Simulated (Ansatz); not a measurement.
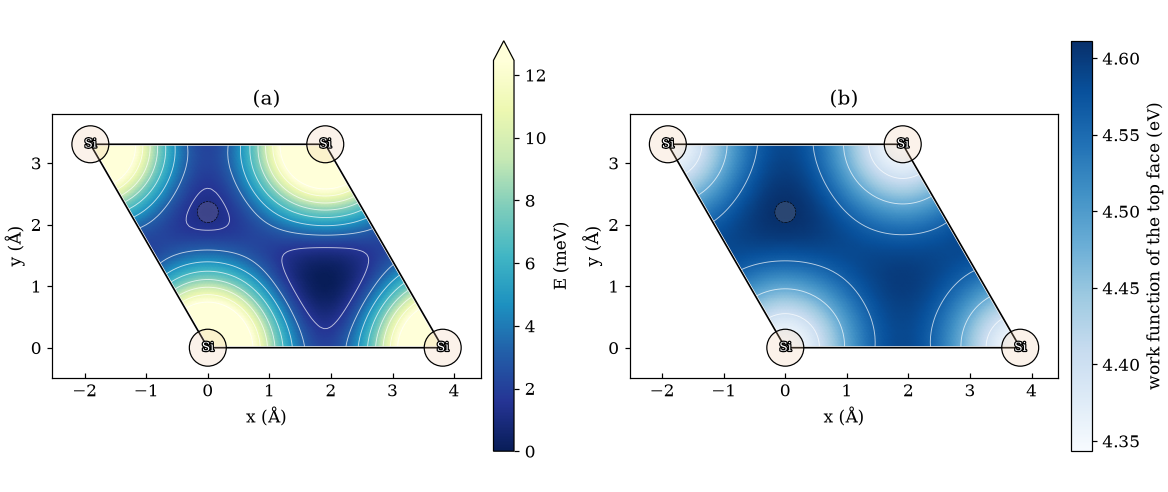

N₂ on a Si(001) slab cut from the P6_3/mmc phase, its upper half relaxed before the scan (6 atoms of substrate and one adsorbate in a 1 × 1 cell). 
- N2 is moved over the surface cell at a fixed height above a rigid substrate; the origin of the map has the adsorbate above Si6; the height is held at 3.70 Å.
- Places are given modulo a cell vector. The map is drawn in real space over the plane of the surface.
- The scan uses a 6 × 6 grid; 10 points were computed and 26 follow by symmetry.
- All energies are given in meV relative to the lowest grid point.
- With one adsorbate in each 1 × 1 cell, its nearest image is 3.8 Å away, so neighbouring adsorbates interact. At a fixed height the lowest place need not be the adsorption site.
- All numbers below come from DFT PBE+D3(BJ), scalar-relativistic, plane waves, PAW (Ansatz 0.2.0). Settings: cutoff 420 eV, k-mesh 9×9×1, gaussian smearing 0.05 eV, no spin polarisation.

Panel (a) is the energy; panel (b) is the computed work function of the top face, in eV.

The picture shows a smooth colour map with a few white contour lines, labelled circles for the atoms of the top layer and small ones for the second layer, the outline of one cell of the plane, one colour for all values above the top of the scale. Between grid points the surface is interpolated.

How does the work function of the top face vary over the map, and what is it at the lowest grid point?

It runs from 4.34 eV at the top site over a surface Si atom, (0/6, 0/6) of the cell vectors to 4.61 eV at a threefold hollow over a second-layer Si atom, (2/6, 4/6) of the cell vectors. At the lowest grid point, a threefold hollow, (4/6, 2/6) of the cell vectors, it is 4.60 eV.

PAW datasets: the set soft_1.
